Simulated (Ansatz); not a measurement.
**Si3Ge: density, localisation and related maps**

Input file:

```
crystal:
  lattice:
    - [3.9123760691, 0.0, 0.0]
    - [0.0, 3.9123760691, 0.0]
    - [0.0, 0.0, 5.5320638552]
  atoms:
    - { symbol: Si, position: [0.0, 0.5, 0.7441286147] }
    - { symbol: Si, position: [0.5, 0.0, 0.2558713853] }
    - { symbol: Si, position: [0.5, 0.5, 0.5] }
    - { symbol: Ge, position: [0.0, 0.0, 0.0] }
basis:
  ecutwfc: 420
kpoints:
  mp_grid: { grid: [6, 6, 4] }
  band_path:
    path:
      - [[0.0, 0.0, 0.0], [0.0, 0.5, 0.0], [0.5, 0.5, 0.0], [0.0, 0.0, 0.0], [0.0, 0.0, 0.5], [0.0, 0.5, 0.5], [0.5, 0.5, 0.5], [0.0, 0.0, 0.5]]
      - [[0.0, 0.5, 0.0], [0.0, 0.5, 0.5]]
      - [[0.5, 0.5, 0.0], [0.5, 0.5, 0.5]]
    npoints: 4
hamiltonian:
  xc: hse06
scf:
  occupations: { method: gaussian, width: 0.02 }
output:
  forces: true
  stress: true
  eigenvalues: true
  populations: true
  dos: { projected: true, de: 0.02 }
  bader: false
  write_density: true
  write_potential: true
  elf: true
  volumetric_format: npy
```

Command:

```sh
ansatz run input.yaml --threads 1 --pin off --max-ram 2560MiB --backend cpu --events-out ev --progress --plain --runs-dir out
```

Below, planes, directions and counts refer to the conventional cell (a = 3.91 Å, b = 3.91 Å, c = 5.53 Å, α = 90.00°, β = 90.00°, γ = 90.00°).

Space group P-4m2; a structure generated by program, which may or may not match a known phase.

The calculation used Ansatz 0.2.0, DFT HSE06, scalar-relativistic, plane waves, PAW.

The density is the valence pseudo-density of a PAW calculation; it isn't the true density close to the nuclei.

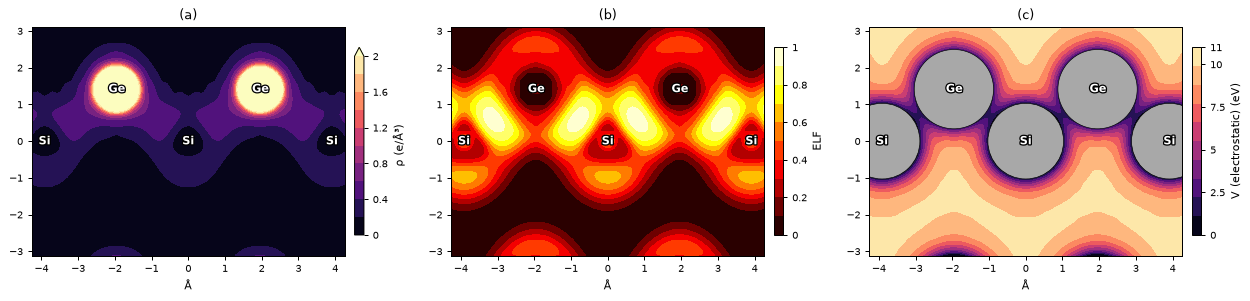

Figure 1. (a) valence pseudo-density; (b) electron localisation function; (c) electrostatic potential energy of an electron on the (100) plane of the conventional cell. Grey discs cover the atomic cores in the potential map.

Read the bonding off the picture.

- Atoms in the plane: Si and Ge.
- Si–Ge (2.41 Å): the density is about 0.54 e/Å³ at the midpoint; the ELF peaks at about 0.95 between the atoms; localised, covalent bonding.
- Between the atoms the lowest density in this plane is 0.008 e/Å³.
- Outside the cores the potential energy rises away from the atoms and is highest about 2.3 Å from the nearest atoms; its zero is arbitrary.

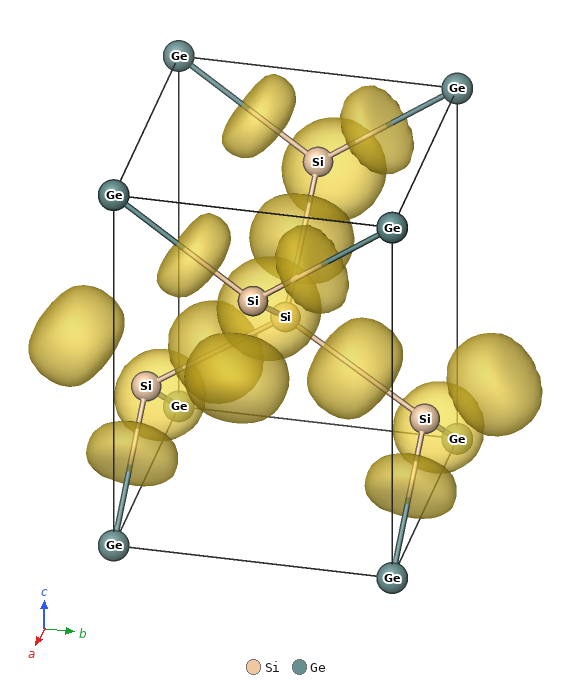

Figure 2. Isosurface of the electron localisation function at 0.8 (yellow), seen at an oblique angle. Only the valence region is drawn (cores and ρ < 0.01 e/Å³ removed). Sticks mark near contacts.

Describe the localisation domains.

The surface consists of four regions between bonded Ge–Si atoms (shared pairs) and four regions between bonded Si–Si atoms (shared pairs), counted in one cell of 4 atoms. Any copies at cell faces, edges or corners count once.


Si–Si (2.38 Å): the ELF peaks at about 0.95 between the atoms, as expected for localised, covalent bonding.

Metal or insulator at this level of theory?

It is gapped, with a Kohn–Sham gap of 0.93 eV on the k-point mesh (the band edges may lie off the mesh, which would make the gap smaller).
